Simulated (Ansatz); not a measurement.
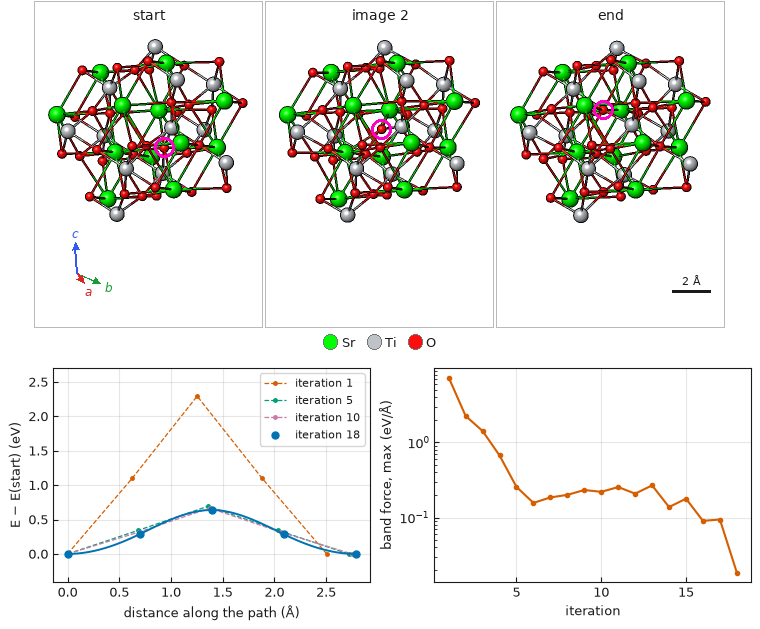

NEB run on a defect cell of composition Sr4Ti4O11 (cell charge +2) (19 atoms in the cell). Images are numbered from 0 (start) to 4 (end). The plot follows the band through its iterations. Style: ball-and-stick. Shown: the atoms within 5.5 Å of the middle of the path, slightly off an axis. The moving atom is ringed, with any periodic copies. Bonds to atoms that aren't drawn are left out.

Computed with DFT PBE, scalar-relativistic, plane waves, PAW (Ansatz).

Input file:
```yaml
crystal:
  lattice:
    - [-3.9364226094, 3.9364226094, 3.9364226094]
    - [3.9364226094, -3.9364226094, 3.9364226094]
    - [3.9364226094, 3.9364226094, -3.9364226094]
  atoms:
    - { symbol: Sr, position: [-0.0006841079, -0.0006841079, -0.0013682158] }
    - { symbol: Sr, position: [0.5006841079, 0.5006841079, 0.0013682158] }
    - { symbol: Sr, position: [0.5006841079, -0.0006841079, 0.5] }
    - { symbol: Sr, position: [-0.0006841079, 0.5006841079, 0.5] }
    - { symbol: Ti, position: [0.5166314783, 0.5166314783, 0.5] }
    - { symbol: Ti, position: [-0.0166314783, -0.0166314783, 0.5] }
    - { symbol: Ti, position: [0.0, 0.5, 0.0] }
    - { symbol: Ti, position: [0.5, 0.0, 0.0] }
    - { symbol: O, position: [0.2380841942, 0.4816847366, 0.2563994577] }
    - { symbol: O, position: [0.7747147211, 0.0183152634, 0.2563994577] }
    - { symbol: O, position: [0.7252852789, 0.4816847366, 0.7436005423] }
    - { symbol: O, position: [0.2619158058, 0.0183152634, 0.7436005423] }
    - { symbol: O, position: [0.75, 0.75, 0.5] }
    - { symbol: O, position: [0.25, 0.75, 0.0] }
    - { symbol: O, position: [0.75, 0.25, 0.0] }
    - { symbol: O, position: [0.4816847366, 0.7252852789, 0.7436005423] }
    - { symbol: O, position: [0.0183152634, 0.2619158058, 0.7436005423] }
    - { symbol: O, position: [0.0183152634, 0.7747147211, 0.2563994577] }
    - { symbol: O, position: [0.4816847366, 0.2380841942, 0.2563994577] }
total_charge: 2
basis:
  ecutwfc: 420
  xc_grid: 2
kpoints:
  mp_grid: { grid: [3, 3, 3], shift: [0.0, 0.0, 0.0] }
hamiltonian:
  xc: pbe
scf:
  occupations: { method: gaussian, width: 0.02 }
output:
  forces: true
neb:
  images: 3
  f_tol: 0.05
  max_iterations: 70
  order_check: false
  final_atoms:
    - { symbol: Sr, position: [-0.0006840846, -0.0013681692, -0.0006840846] }
    - { symbol: Sr, position: [0.5006840846, 0.5, -0.0006840846] }
    - { symbol: Sr, position: [0.5006840846, 0.0013681692, 0.5006840846] }
    - { symbol: Sr, position: [-0.0006840846, 0.5, 0.5006840846] }
    - { symbol: Ti, position: [0.5166314697, 0.5, 0.5166314697] }
    - { symbol: Ti, position: [0.0, 0.0, 0.5] }
    - { symbol: Ti, position: [-0.0166314697, 0.5, -0.0166314697] }
    - { symbol: Ti, position: [0.5, 0.0, 0.0] }
    - { symbol: O, position: [0.238084153, 0.2563994639, 0.4816846891] }
    - { symbol: O, position: [0.75, 0.0, 0.25] }
    - { symbol: O, position: [0.75, 0.5, 0.75] }
    - { symbol: O, position: [0.25, 0.0, 0.75] }
    - { symbol: O, position: [0.7252852251, 0.7436005361, 0.4816846891] }
    - { symbol: O, position: [0.261915847, 0.7436005361, 0.0183153109] }
    - { symbol: O, position: [0.7747147749, 0.2563994639, 0.0183153109] }
    - { symbol: O, position: [0.4816846891, 0.7436005361, 0.7252852251] }
    - { symbol: O, position: [0.0183153109, 0.2563994639, 0.7747147749] }
    - { symbol: O, position: [0.0183153109, 0.7436005361, 0.261915847] }
    - { symbol: O, position: [0.4816846891, 0.2563994639, 0.238084153] }
```

Run as
```bash
ansatz run input.yaml --threads 8 --pin off --max-ram 20480MiB --backend cpu --events-out ev --progress --plain --runs-dir out
```

How did the profile develop, and is the result final?

Answer. The run is converged, with reservations. The band converged in 18 iterations. The largest component of the band force went from 7.3 to 0.019 eV/Å. The climbing image converged on the top of the path. Its curvatures weren't checked. The first iteration put the highest image at 2.29 eV. The two ends have the same energy, and the highest point, image 2, lies 0.64 eV above the start.

Limits of the set-up: the periodic images lie only 6.8 Å apart, so the values are limited by the cell's size; the cell is charged, on a uniform background, and energies carry no finite-size correction.

Cost: 14 min on 8 threads of AMD EPYC (Zen 3), with other jobs on the host, peak memory 2.2 GiB.
